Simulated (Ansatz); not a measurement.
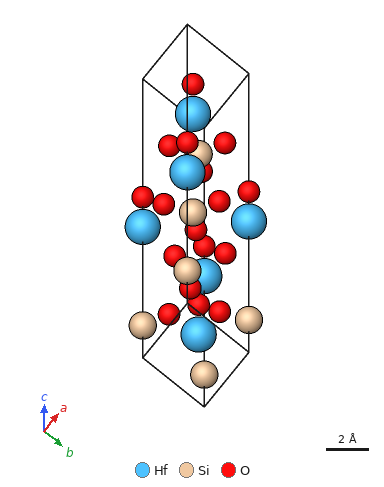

Structure drawing (spheres-only), viewed from a general direction. Atoms at the boundary of the conventional unit cell (the box) are drawn once for each face, edge or corner they touch.

HfSiO4, space group R3m (No. 160), a = 5.15 Å, b = 5.15 Å, c = 16.31 Å, α = 90.00°, β = 90.00°, γ = 120.00°.

Level of theory and settings: DFT PBE, scalar-relativistic, plane waves, PAW in Ansatz 0.2.0, a 420 eV plane-wave basis, k-points about 0.24 Å⁻¹ apart, Gaussian smearing of 0.02 eV, no spin polarisation.

Metal, semiconductor or insulator?

Answer. An insulator at this level, with a gap of 3.38 eV on the k-mesh (the true edges may lie between mesh points, so the gap can be somewhat smaller).

Origin of the cell: a random cell made by a generator, so it need not be a real form of the compound. A relaxation with DFT PBE, scalar-relativistic, plane waves, PAW (Ansatz) gave the geometry drawn.
